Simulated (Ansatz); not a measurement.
## Electronic structure of Ti₂Pb₃O₇ (slab) in real space

```cif
data_structure
_symmetry_space_group_name_H-M 'P 1'
_symmetry_Int_Tables_number 1
_cell_length_a 3.9193
_cell_length_b 3.9193
_cell_length_c 22.8387
_cell_angle_alpha 90.000
_cell_angle_beta 90.000
_cell_angle_gamma 90.000
_cell_volume 350.83
loop_
_atom_site_label
_atom_site_type_symbol
_atom_site_fract_x
_atom_site_fract_y
_atom_site_fract_z
_atom_site_occupancy
Pb1 Pb 0.00000 0.00000 0.33504 1
O1 O 0.50000 0.50000 0.32925 1
Ti1 Ti 0.50000 0.50000 0.41061 1
O2 O 0.00000 0.50000 0.41216 1
O3 O 0.50000 0.00000 0.41216 1
Pb2 Pb 0.00000 0.00000 0.50000 1
O4 O 0.50000 0.50000 0.50000 1
Ti2 Ti 0.50000 0.50000 0.58939 1
O5 O 0.00000 0.50000 0.58784 1
O6 O 0.50000 0.00000 0.58784 1
Pb3 Pb 0.00000 0.00000 0.66496 1
O7 O 0.50000 0.50000 0.67075 1
```

Computed without spin polarisation.

Computed with DFT PBEsol, scalar-relativistic, plane waves, PAW (Ansatz).

The density is the valence pseudo-density of a PAW calculation; it isn't the true density close to the nuclei.

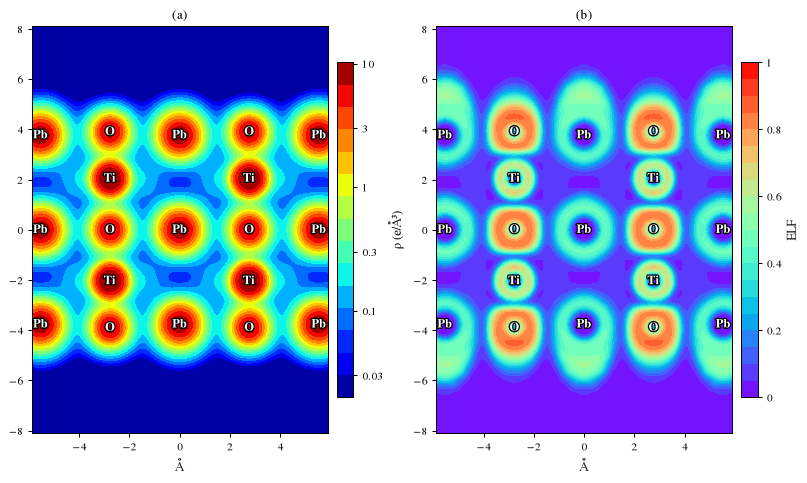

Figure 1. (a) valence electron density; (b) ELF on the (110) plane of the calculation cell, a cut from vacuum to vacuum.

Interpret the plot.

Atoms in the plane: Pb, O and Ti.
Ti–O (1.86 Å): the density is about 0.95 e/Å³ at the midpoint; the ELF peaks at about 0.85 in the valence shell of O, 0.6 Å from its nucleus, and is about 0.30 at the midpoint; no localised pair shows between them.
Ti–O (2.04 Å): ρ is about 0.58 e/Å³ halfway; the ELF peaks at about 0.85 in the valence shell of O, 0.6 Å from its nucleus, and is about 0.20 at the midpoint; no shared electron pair shows on this line.
The density dies away to nearly zero in the vacuum.
The features right at Ti lie inside the PAW spheres, where the map follows smoothed inner orbitals and isn't to be read closely.

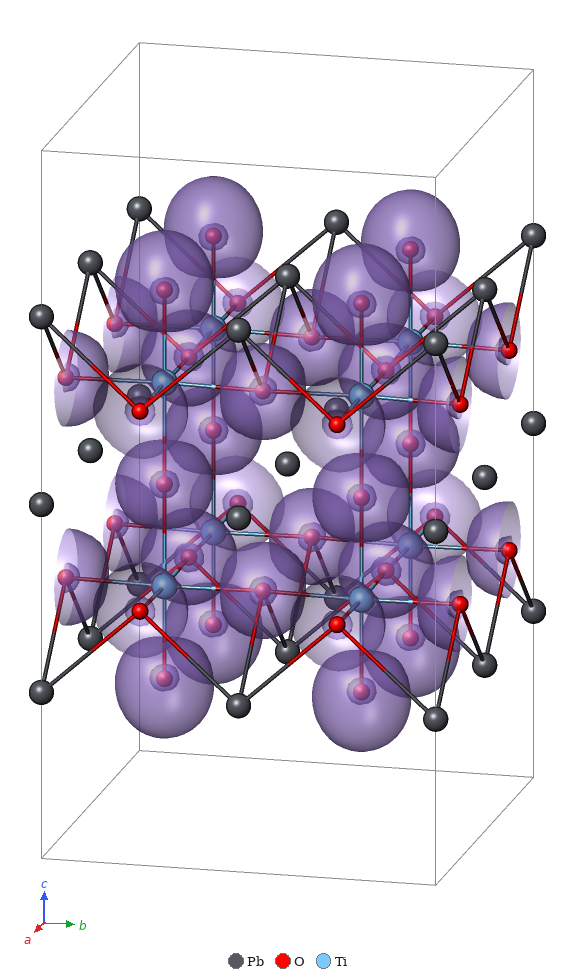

Figure 2. Isosurface of the electron localisation function at 0.6 (purple), seen slightly off an axis. Core shells and regions of very low density are left out. Sticks mark near contacts.

Where are the electrons localised?

The ELF exceeds this value in seven regions wrapped around O (the valence shell of each), counted in one cell of 12 atoms. Counts are for one cell; the picture repeats the cell along the surface. Along the contacts the grid gives the following. Pb–O (2.63 Å): the ELF is about 0.15 at the midpoint: no shared electron pair shows on this line.

Does the calculation give a band gap?

It is gapped, with a Kohn–Sham gap of 1.8 eV on the k-point mesh (the band edges may lie off the mesh, which would make the gap smaller).
